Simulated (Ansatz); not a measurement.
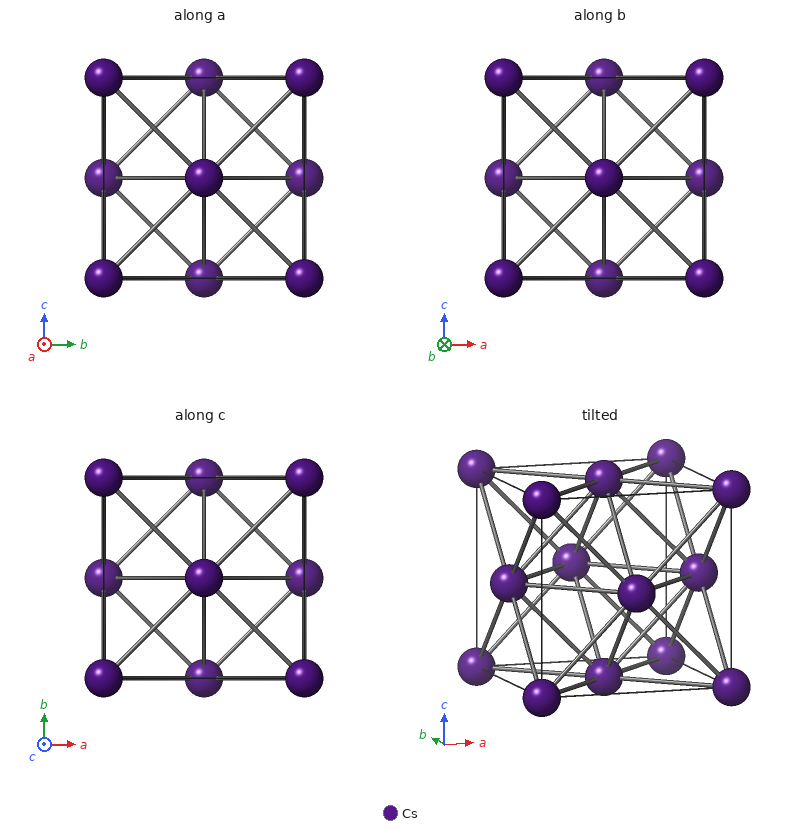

We look at a ball-and-stick model of the crystal along the a axis, along the b axis, along the c axis and slightly off an axis. The frame is the conventional unit cell; atoms at its boundary are shown with their periodic copies.

Lattice parameters: a = 7.6162 Å, b = 7.6162 Å, c = 7.6162 Å, α = 90.000°, β = 90.000°, γ = 90.000°.

Question: Give the structure in the form of a CIF with its space group and independent sites.

Answer:
```cif
data_structure
_symmetry_space_group_name_H-M 'F m -3 m'
_symmetry_Int_Tables_number 225
_cell_length_a 7.6162
_cell_length_b 7.6162
_cell_length_c 7.6162
_cell_angle_alpha 90.000
_cell_angle_beta 90.000
_cell_angle_gamma 90.000
_cell_volume 441.79
loop_
_atom_site_label
_atom_site_type_symbol
_atom_site_symmetry_multiplicity
_atom_site_Wyckoff_symbol
_atom_site_fract_x
_atom_site_fract_y
_atom_site_fract_z
_atom_site_occupancy
Cs1 Cs 4 a 0.0000 0.0000 0.0000 1
```

The initial geometry was a structure type filled with this element by a generator (whether the element takes this form wasn't checked). Earlier steps of the study may have refined or changed the cell and positions. It was run through Ansatz as a DFT input.
